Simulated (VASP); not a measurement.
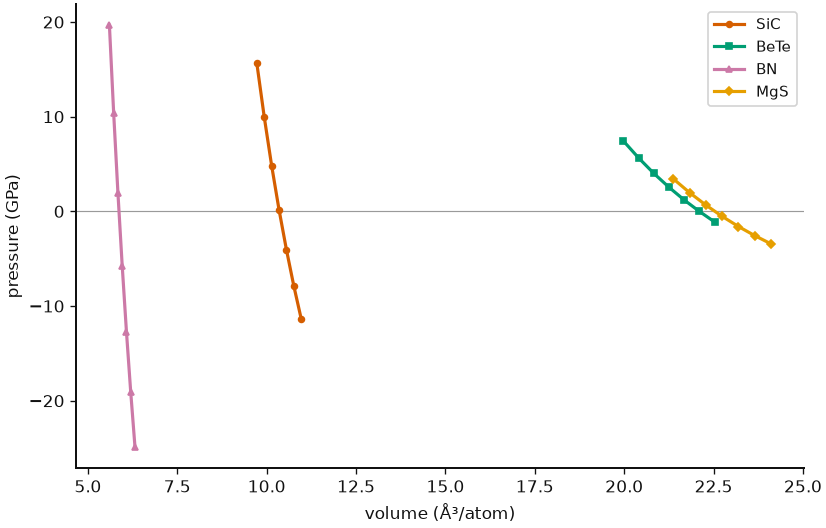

Calculation (VASP 6.6.1): plane-wave DFT, no spin polarisation; energies at scaled volumes of the given cell, shape and fractions fixed, counted from the fit's minimum, third-order Birch-Murnaghan fit. Level: PBEsol.

```tsv
setting	value
occupations	Fermi–Dirac
smearing width	0.05 eV
potentials	VASP PAW PBE potentials, recommended
wave cutoff	520 eV
```

Pressure against volume, with one curve for each compound, for BN, BeTe, MgS and SiC (all in space group F-43m (No. 216)).

Settings that differ: SiC: k mesh 10×10×10; BeTe: k mesh 8×8×8; BN: k mesh 13×13×13; MgS: k mesh 8×8×8.

The fitted equilibrium volumes, smallest first, are BN 5.873, SiC 10.356, BeTe 22.100, MgS 22.544 Å³/atom. The fitted bulk moduli, smallest first, are MgS 58.3, BeTe 60.3, SiC 220.9, BN 386.1 GPa. For SiC, the pressure falls from 15.63 GPa at volume 9.73 Å³/atom to −11.36 GPa at 10.97 Å³/atom, and changes sign near 10.35 Å³/atom. For BeTe, the pressure falls from 7.43 GPa at volume 19.98 Å³/atom to −1.12 GPa at 22.53 Å³/atom, and changes sign near 22.10 Å³/atom. For BN, the pressure falls from 19.65 GPa at volume 5.6017 Å³/atom to −24.88 GPa at 6.3168 Å³/atom, and changes sign near 5.87 Å³/atom.
